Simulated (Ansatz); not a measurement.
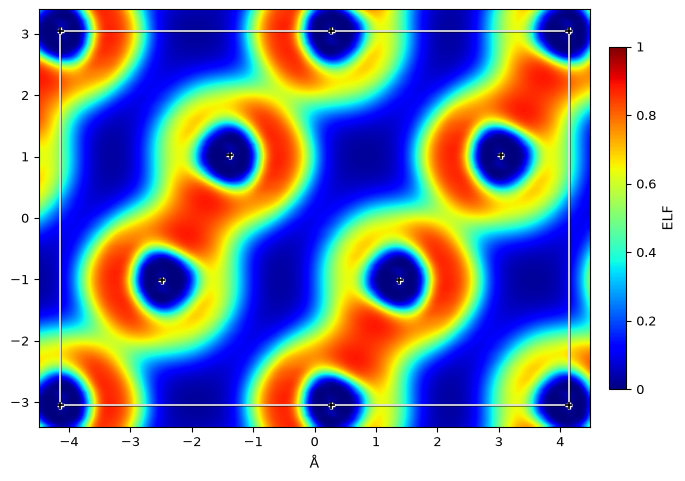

The ELF on a plane through atoms (crosses mark nuclei in the plane).

These are results of DFT PBE+D3(BJ), scalar-relativistic, plane waves, PAW (Ansatz 0.2.0), not measurements.

Candidates:
A. Te2Mo, a = 3.50 Å, b = 3.50 Å, c = 13.70 Å, α = 90.00°, β = 90.00°, γ = 120.00°. Space group P6₃/mmc; computed without spin polarisation.
B. P, a = 3.52 Å, b = 3.52 Å, c = 8.28 Å, α = 90.00°, β = 90.00°, γ = 120.00°. Space group R-3m; a structure from a database of computed crystals, not necessarily the ambient phase.

Which candidate gave the map?

Candidate B: P on the (110) plane of the conventional cell, which holds P. P–P (2.32 Å): the ELF peaks at about 0.90 between the atoms.
